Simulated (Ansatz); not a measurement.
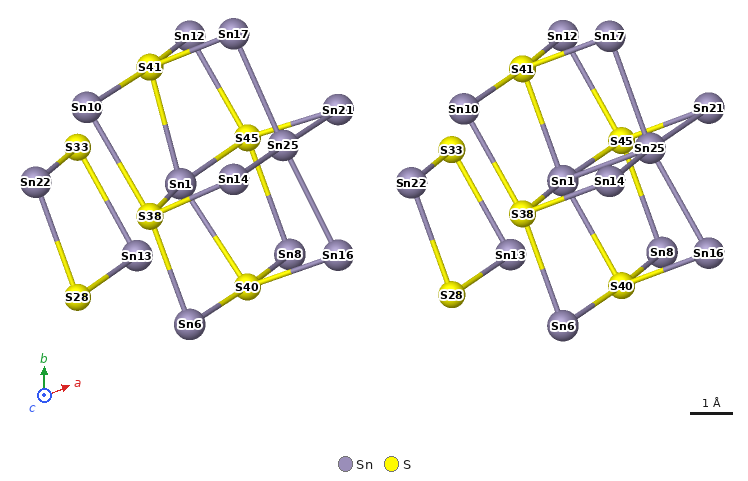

Two geometries of a defect cell of composition Sn$_{25}$S$_{23}$, drawn at one scale. One is the start of a relaxation, the other its converged end. The picture is a ball-and-stick view of the atoms within 4.2 Å of the atom that moves most (axes of the cell of the calculation (origin shifted)), seen along the c axis.

Computed with DFT PBE, scalar-relativistic, plane waves, PAW (Ansatz 0.2.0). (plane-wave cutoff 420 eV; k-point mesh 2 × 2 × 2; occupations gaussian; smearing width 0.02 eV; no spin polarisation; atoms relaxed in a fixed cell; force threshold 0.025 eV/Å; at most 45 steps)

Q: Which geometry has the lower energy?

A: The left one is the relaxed one. Case: Sn on a S site (c), charge +0, atoms relaxed at the host's cell. Sn1 moves most: 0.25 Å along −a. By element the largest moves are Sn 0.25 Å, S 0.15 Å. The cell doesn't change. Near-neighbour distances that change, for instance: Sn1–Sn25 2.600 → 3.060 Å, Sn10–S38 2.925 → 3.064 Å, Sn12–S41 2.925 → 2.841 Å, Sn13–S28 2.925 → 3.006 Å. Among the angles between lasting bonds that change: S38–Sn1–S45 169.3° → 159.2°, Sn14–Sn25–Sn21 169.3° → 177.0°, S38–Sn1–S40 89.5° → 85.7°. The energy falls by 0.561 eV per cell of the calculation in 7 accepted moves (8 points after the start). The largest force component goes from 2.6 to 0.0069 eV/Å. The line search rejected the trial step at point 2 of the run. Cost: 4.6 min on 4 threads of Intel(R) Xeon(R) CPU @ 2.80GHz (Skylake/Cascade Lake), on a shared host, peak memory 6.8 GiB.
